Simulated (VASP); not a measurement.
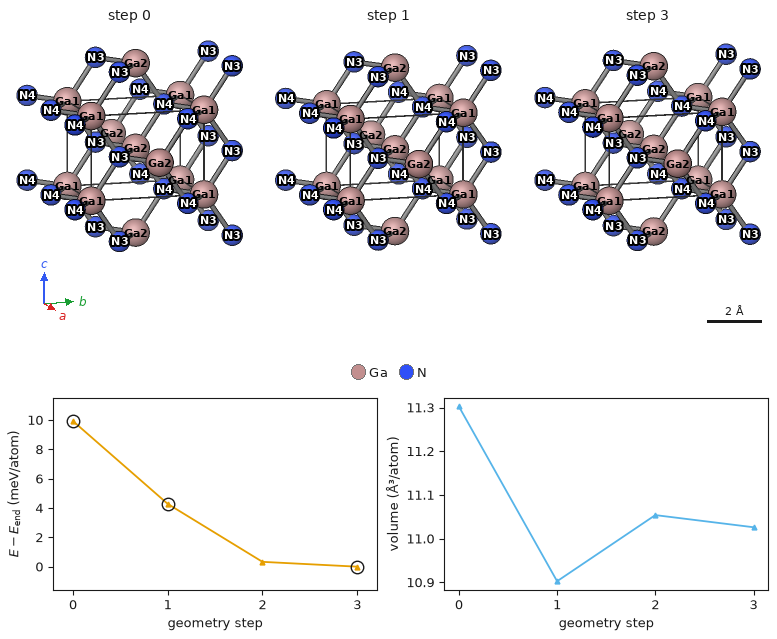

Frames of a relaxation of a crystal of GaN (a generated structure, set up in Imm2), marked on the history of the run. The picture is a ball-and-stick view of the cell of the calculation, seen slightly off an axis.

The run lets cell and atoms move.

The calculation used Kohn-Sham DFT of a periodic cell, LDA, VASP PAW LDA potentials, recommended (VASP 6.6.1).

Input
```
SYSTEM = GaN
PREC = Accurate ; ENCUT = 600
EDIFF = 1E-6 ; ISMEAR = 0
SIGMA = 0.02 ; LREAL = .False.
LASPH = .True. ; NELM = 80
ALGO = Normal ; ISIF = 3
LWAVE = .False. ; LCHARG = .False.
IBRION = 2 ; NSW = 60
EDIFFG = -0.02 ; LATTICE_CONSTRAINTS = .FALSE. .FALSE. .TRUE.
```

Launched with:
```bash
cat potpaw_LDA.64/Ga_d/POTCAR potpaw_LDA.64/N/POTCAR > POTCAR
mpirun -np 1 vasp_std > vasp.out
```

Question: Describe the path.

Answer: After 3 geometry steps the energy has fallen by 9.9 meV per atom. The largest force component goes from 0.28 to 0.011 eV/Å. Pressure: −3.11 GPa at the start and 1.66 GPa at the end. The atoms keep their places relative to the cell (all moves are under 0.005 Å). The drawn cell changes as follows: a unchanged at 3.138 Å, b unchanged at 4.437 Å, c 3.247 → 3.168 Å (−2.4 %); the volume changes by −2.4 %. Near-neighbour distances that change, for instance: Ga1–N3 1.966 → 1.929 Å, Ga1–N4 1.921 → 1.926 Å. The space group stays Imm2 (No. 44). From step 0 to 1: volume −3.5 %, energy −5.6 meV per atom. From step 1 to 3: volume +1.1 %, energy −4.3 meV per atom.
